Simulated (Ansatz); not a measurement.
**SnO: 6 runs along one coordinate**

System: SnO (slab, 8 atoms in the cell).
Method: DFT PBE+D3(BJ), scalar-relativistic, plane waves, PAW, PAW set soft_1, no spin polarisation (Ansatz 0.2.0).

The 6 runs differ only in the geometry, by a shift of atoms along one path in a fixed cell. The shift s is measured from run 4: O6 moves along the Cartesian direction (0.00, 0.00, 1.00), and Sn5, O7 and Sn8 with it in fixed proportion. The structure derives from an entry of the Crystallography Open Database.

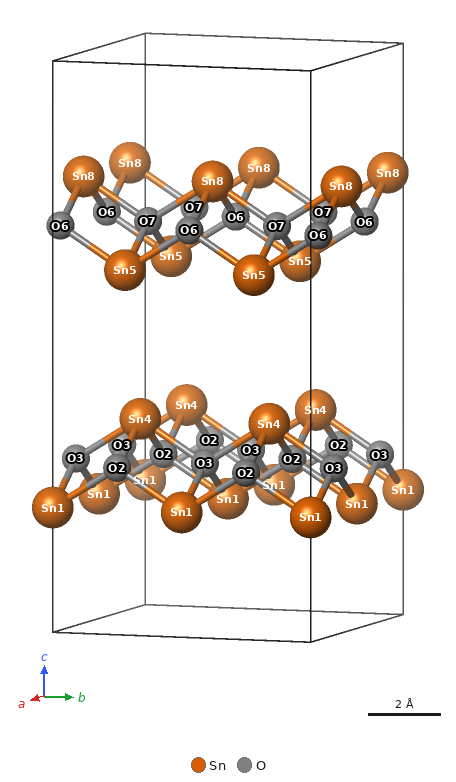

Figure 1. The structure of run 4 (ball-and-stick view of the 2 × 2 repeat of the cell, with the vacuum cut short, seen slightly off an axis; atoms are numbered from 1 in the order of the input). An atom can appear more than once, as a periodic image.

## Input of run 4
```yaml
crystal:
  lattice:
    - [3.8201528543, 0.0002954551, 0.0]
    - [-0.0003145191, 3.8201528528, 0.0]
    - [0.0, 0.0, 22.226074346]
  atoms:
    - { symbol: Sn, position: [0.9999452911, 0.9999452911, 0.2024649036] }
    - { symbol: O, position: [0.9999461074, 0.4999461074, 0.2556240251] }
    - { symbol: O, position: [0.4999461074, 0.9999461074, 0.2556240251] }
    - { symbol: Sn, position: [0.4999452911, 0.4999452911, 0.3087831466] }
    - { symbol: Sn, position: [0.8332786245, 0.4999452911, 0.50224961] }
    - { symbol: O, position: [0.8332778082, 0.9999444748, 0.5554087315] }
    - { symbol: O, position: [1.3332778082, 0.4999444748, 0.5554087315] }
    - { symbol: Sn, position: [1.3332786245, 0.9999452911, 0.608567853] }
basis:
  ecutwfc: 420
kpoints:
  mp_grid: { grid: [7, 7, 1] }
hamiltonian:
  xc: pbe
  pseudopotentials: { kind: paw, azcp: { folder: soft_1 } }
  dispersion: d3bj
scf:
  occupations: { method: gaussian, width: 0.05 }
output:
  forces: true
  eigenvalues: true
efield:
  axis: 3
  dipole_correction: true
  ramp_width: 0.04
```

Command:
```bash
ansatz run input.yaml --threads 2 --pin off --max-ram 6144MiB --backend cpu --events-out ev --progress --plain --runs-dir out
```

Run 5 differs from it as follows:
```diff
-    - { symbol: Sn, position: [0.8332786245, 0.4999452911, 0.50224961] }
-    - { symbol: O, position: [0.8332778082, 0.9999444748, 0.5554087315] }
-    - { symbol: O, position: [1.3332778082, 0.4999444748, 0.5554087315] }
-    - { symbol: Sn, position: [1.3332786245, 0.9999452911, 0.608567853] }
+    - { symbol: Sn, position: [0.8332786245, 0.4999452911, 0.5202464904] }
+    - { symbol: O, position: [0.8332778082, 0.9999444748, 0.5734056119] }
+    - { symbol: O, position: [1.3332778082, 0.4999444748, 0.5734056119] }
+    - { symbol: Sn, position: [1.3332786245, 0.9999452911, 0.6265647333] }
```

## Results, with one run withheld

| run | shift s of O6 (Å) | free energy per atom, from the lowest run given (meV) | gap on the mesh (eV) | force along the path (eV/Å) |
| --- | --- | --- | --- | --- |
| 1 | −0.8000 | 4.62 | 1.75 | 0.190 |
| 2 | −0.5300 | 0.63 | 2.08 | 0.058 |
| 3 | −0.2800 | 0.00 | 2.32 | −0.011 |
| 4 | 0.0000 | 1.13 | 2.54 | −0.048 |
| 5 | 0.4000 | ? | ? | ? |
| 6 | 1.0000 | 8.18 | 2.79 | −0.048 |

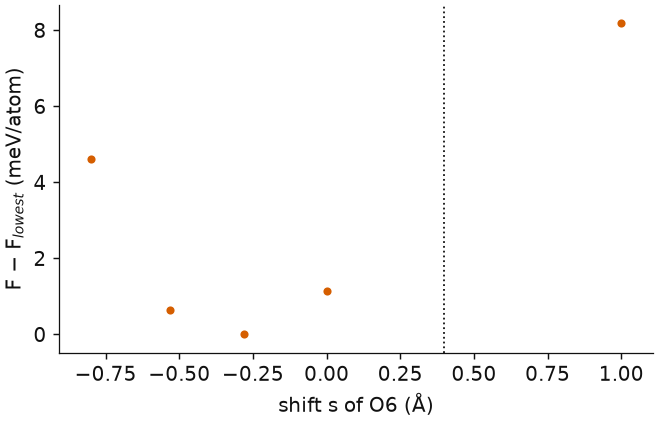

Figure 2. Free energy per atom of the runs given; the dotted line marks run 5.

Fit the runs given and predict run 5.

A cubic polynomial in the coordinate, fitted to the 5 runs given, misses them by at most 0.10 meV per atom. With x = s + 0.1220, it reads F = 0.39844 + 5.1003 x + 10.998 x² − 8.3453 x³ (meV per atom). At run 5 it gives 4.87 meV per atom, and the run itself gives 3.99. The slope of the fit gives a force −dF/ds of −0.078 eV/Å along the path (summed over the atoms that move), and the printed forces give −0.061 eV/Å. The fit has its minimum at s = −0.3125 Å. The fit misses that run by 0.88 meV per atom. The gap on the mesh goes, without turning, from 1.75 eV in run 1 to 2.79 eV in run 6; run 5 has 2.69 eV. These are gaps of this functional on this mesh, which can miss the band edges; they aren't the measured gap.

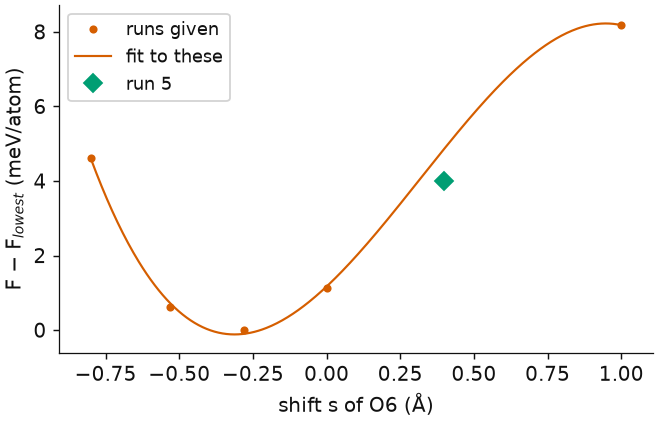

Figure 3. The fit and the withheld run.

## Output, shortened to warnings, some set-up lines, iterations and results (run 5)
```
Warning: the atoms were moved onto the symmetric positions of the space group found under crystal.symmetry.tolerance 1.0e-5 (fractional; no operation is sought that the atoms, as they stand in a round, miss by more than twice it, and no atom is moved by as much as it), and the run uses the moved positions. Before a round's move an operation carried an atom to 6.24e-6 Å from where it should land, …
Basis set: ecut = 420 eV, 6355 PW (Γ), exchange–correlation on 54×54×300 points (8 copies of the dense FFT grid, shifted against one another)
Symmetry: 2 space group operations
k-points: 16 of 49 (time reversal used)
Initial density: superposition of atomic densities (neutral atoms: chi_scale 0, normalization atom)
[...]
SCF iter   1: F=—  HF=-26376.213348 eV  |F-HF|=—  |Δ(HF+E_count)|=         —  Δρ=9.27e-2  dr2=3.31e1  ethr=3.10e-3  p=-0.000 e·Å  D=-2.32e-7 V/Å  ΔV_dip=0.00 eV  …
SCF iter   2: F=—  HF=-26370.115592 eV  |F-HF|=—  |Δ(HF+E_count)|=    6.10e0  Δρ=6.55e-2  dr2=1.04e1  ethr=3.10e-3  p=-0.000 e·Å  D=-8.36e-6 V/Å  ΔV_dip=0.00 eV  …
SCF iter   3: F=—  HF=-26368.168685 eV  |F-HF|=—  |Δ(HF+E_count)|=    1.95e0  Δρ=1.43e-2  dr2=6.21e-1  ethr=3.10e-3  p=-0.000 e·Å  D=-3.23e-6 V/Å  ΔV_dip=0.00 eV  …
SCF iter   4: F=—  HF=-26368.115725 eV  |F-HF|=—  |Δ(HF+E_count)|=   5.30e-2  Δρ=5.79e-3  dr2=1.83e-1  ethr=7.76e-4  p=0.000 e·Å  D=3.97e-5 V/Å  ΔV_dip=-0.00 eV  …
SCF iter   5: F=—  HF=-26368.083674 eV  |F-HF|=—  |Δ(HF+E_count)|=   3.21e-2  Δρ=1.91e-3  dr2=1.90e-2  ethr=2.28e-4  p=-0.000 e·Å  D=-1.21e-5 V/Å  ΔV_dip=0.00 eV  …
SCF iter   6: F=—  HF=-26368.080796 eV  |F-HF|=—  |Δ(HF+E_count)|=   2.88e-3  Δρ=3.95e-4  dr2=3.71e-3  ethr=2.38e-5  p=0.000 e·Å  D=4.04e-5 V/Å  ΔV_dip=-0.00 eV  …
SCF iter   7: F=—  HF=-26368.080329 eV  |F-HF|=—  |Δ(HF+E_count)|=   4.67e-4  Δρ=3.46e-4  dr2=6.28e-4  ethr=4.64e-6  p=-0.000 e·Å  D=-4.79e-6 V/Å  ΔV_dip=0.00 eV  …
SCF iter   8: F=—  HF=-26368.080197 eV  |F-HF|=—  |Δ(HF+E_count)|=   1.32e-4  Δρ=8.11e-5  dr2=3.08e-5  ethr=7.84e-7  p=0.000 e·Å  D=6.59e-6 V/Å  ΔV_dip=-0.00 eV  …
SCF iter   9: F=—  HF=-26368.079973 eV  |F-HF|=—  |Δ(HF+E_count)|=   2.24e-4  Δρ=3.91e-5  dr2=5.11e-6  ethr=3.84e-8  p=-0.000 e·Å  D=-7.16e-6 V/Å  ΔV_dip=0.00 eV  …
SCF iter  10: F=—  HF=-26368.079972 eV  |F-HF|=—  |Δ(HF+E_count)|=   8.94e-7  Δρ=6.07e-6  dr2=1.13e-7  ethr=6.39e-9  p=0.000 e·Å  D=3.70e-8 V/Å  ΔV_dip=-0.00 eV  …
SCF iter  11: F=-26368.079972 eV  HF=-26368.079972 eV  |F-HF|=4.33e-10  |Δ(HF+E_count)|=   4.01e-8  Δρ=1.69e-6  dr2=6.63e-9  ethr=1.25e-10  p=0.000 e·Å  D=5.30e-7 V/Å  …
SCF 1 converged in 11 iterations: F = -26368.079972 eV  dr2 = 6.63e-9
SCF converged after 11 iterations
Free energy (F): -26368.079972 eV
Harris-Foulkes:  -26368.079972 eV  (|F-HF|=4.33e-10)
Internal energy: -26368.079972 eV  (E = F + TS)
E sigma→0 (E₀):  -26368.079972 eV
Fermi energy:    2.260920 eV
Dipole field:    D = -0.000003 V/Å  (p = -0.000005 e·Å, saw-weighted, corrected)
Work function:   Φ+ = 3.8989 eV   Φ− = 3.8989 eV
Levels:          The Fermi level and band energies are counted from a zero that moves with the ramp; work functions are not
--- Per-component energies (eV) ---
  E_band       = -990.311051
  E_kinetic    = 1341.701632
  E_local      = -36305.156213  (includes V_loc(G=0)·N_el)
  E_nonlocal   = 789.989293
  E_hartree    = 17664.824642
  E_xc         = -787.995926
  E_vxc        = -683.272655  (∫ρ·V_xc dr)
  E_paw        = -18126.194021  (= ΣΔE_a)
  E_vpaw       = -1463.229910  (= ΣTr[D̂ρ^β])
  E_aug_tail   = 0.004189  (compensation charges beyond the density's cutoff)
  E_efield     = 0.000000  (sawtooth field / dipole correction)
  E_vefield    = 0.000000  (∫n·V_field dr)
  E_ewald      = 9055.948047
  E_disp       = -1.201616  (pairwise vdW)
  E_smearing   = -0.000000  (= −TS)
  E_closure    = 0.000000  (closes the sum)
  Σ components = -26368.079972   (vs F -26368.079972, Δ=0.00e0)
--- Forces (eV/Å), atoms counted from 1 ---
  atom   1  Sn    -0.00132557    -0.00000011     0.01005070
  atom   2  O     -0.00664450    -0.00000053     0.00322926
  atom   3  O      0.00252610     0.00000020     0.00319560
  atom   4  Sn    -0.00593546    -0.00000047     0.04444281
  atom   5  Sn     0.00593525     0.00000047    -0.04446901
  atom   6  O     -0.00252603    -0.00000020    -0.00319012
  atom   7  O      0.00664479     0.00000053    -0.00322409
  atom   8  Sn     0.00132557     0.00000011    -0.01003370
  max |Σ_I F_I| component: 1.45e-6 eV/Å
```

The program warns: the structure was made exactly symmetric.
